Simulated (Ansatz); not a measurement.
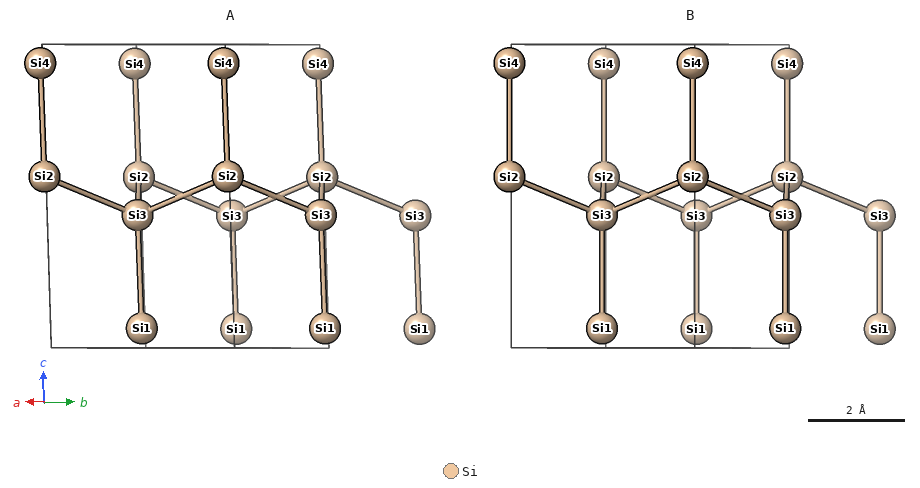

Two geometries of crystalline Si (set up in P6_3/mmc): one is the relaxed structure, the other was perturbed away from it. Style: ball-and-stick. Shown: the cell of the calculation, repeated 2 × 2 × 1 with one cell outlined, from a free direction.

All numbers below come from DFT r2SCAN, scalar-relativistic, plane waves, PAW in Ansatz. Set-up: plane-wave cutoff 500 eV; k-point mesh 12 × 12 × 4; occupations gaussian; smearing width 0.02 eV; no spin polarisation.

### Which one is perturbed?

Structure A is the perturbed one. Shear of c along a, +6.0 %, is applied. The cell is then held and the atoms relaxed. The energy rises by 12.1 meV per atom. Pressure: 0.0 GPa before, −0.1 GPa after. The principal stresses (compression positive) are 3.0 GPa along [2 0 −1], 0.1 GPa along [1 2 0], −3.4 GPa along [3 0 2]. The gap on the k-mesh: 0.61 eV before, 0.47 eV after. The drawn cell changes at constant volume: a = b unchanged at 3.832 Å, c 6.342 → 6.353 Å (+0.2 %), α 90.0° → 91.7°, β 90.0° → 86.6°. The largest moves relative to the cell, 0.014 Å, are those of Si1, Si2, Si3 and Si4. Si3 goes roughly along +a. Some distances before and after: Si–Si 2.353 → 2.339 to 2.370 Å. The space group (tolerance 0.01 Å) goes from P6_3/mmc (No. 194) to C2/c (No. 15).
